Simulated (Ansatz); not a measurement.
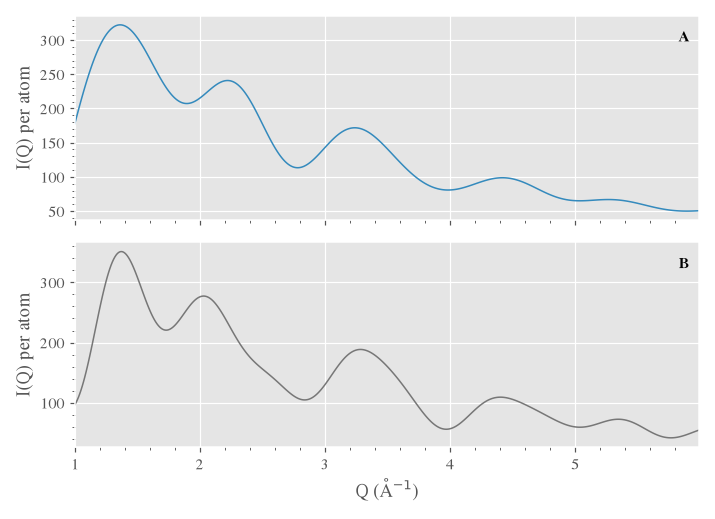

X-ray scattering of spheres cut from the crystal structure of K (Pm-3m, a = 4.296 Å, b = 4.296 Å, c = 4.296 Å, α = 90.00°, β = 90.00°, γ = 90.00°), calculated atom by atom with the Debye equation (B = 0.5 Å², no relaxation of the surface). Structure used: the input geometry of an electronic-structure calculation (not necessarily at equilibrium); the starting structure was generated, so it need not be a known form of this composition.

Question: The spheres are 10 and 14 Å across. Which curve is which?

Answer: curve A: 10 Å (7 atoms); curve B: 14 Å (19 atoms). Peak widths go roughly as 2π/D, so the largest sphere has the sharpest peaks.
